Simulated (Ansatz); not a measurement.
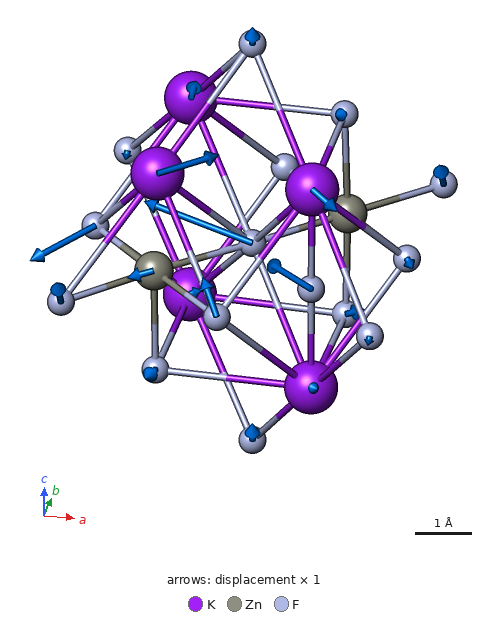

This is a relaxation of a defect cell of composition K₉Zn₈F₂₄ (cell charge +1). The starting structure is drawn; blue arrows show the displacements, at their true length.

A ball-and-stick model of the atoms within 4.2 Å of the atom that moves most (axes of the conventional cell (2 times the calculation's cell) (origin shifted)), seen from a free direction. Lengths and directions refer to the drawn axes.

Level of theory: DFT, PBEsol, PAW, plane waves in Ansatz. Settings: plane-wave cutoff 420 eV; k-point mesh 1 × 1 × 1; mesh shifted by (0.25, 0.25, 0.25); no spin polarisation; atoms relaxed in a fixed cell; force threshold 0.03 eV/Å; at most 80 steps.

Q: Which element moves most?

A: Fluorine: up to 2.13 Å, against 1.28 Å for potassium.

Q: What happened in the run?

A: The largest move is that of an F atom, 2.13 Å roughly along [−3 0 1]. By element the largest moves are F 2.13 Å, K 1.28 Å, Zn 0.54 Å. The lattice vectors keep their values. Near-neighbour distances that change, for instance: F–K 2.837 → 4.719 Å, F–K 4.558 → 2.704 Å, F–K 2.878 → 4.684 Å, F–Zn 2.003 → 3.751 Å. New bonds form: F–K (3.47 → 2.57 Å), F–K (3.96 → 2.42 Å), F–K (4.56 → 2.70 Å), F–Zn (2.84 → 1.87 Å). Bonds break: F–K (2.84 → 4.15 Å), F–K (2.84 → 4.72 Å), F–K (2.86 → 4.50 Å), F–K (2.87 → 3.85 Å). Bond angles that change, for instance: K–F–K 179.5° → 80.9°, K–F–Zn 88.3° → 148.3°, F–Zn–F 177.5° → 130.9°. After 21 geometry steps the energy has fallen by 9.988 eV per cell of the calculation. The largest force component goes from 8.6 to 0.024 eV/Å. The run took 98 s on 7 threads of Arm Neoverse-V2, peak memory 1.2 GiB.

Limits of the set-up: the periodic images lie only 8.1 Å apart, so the values are limited by the cell's size; the cell is charged, on a uniform background, and energies carry no finite-size correction.
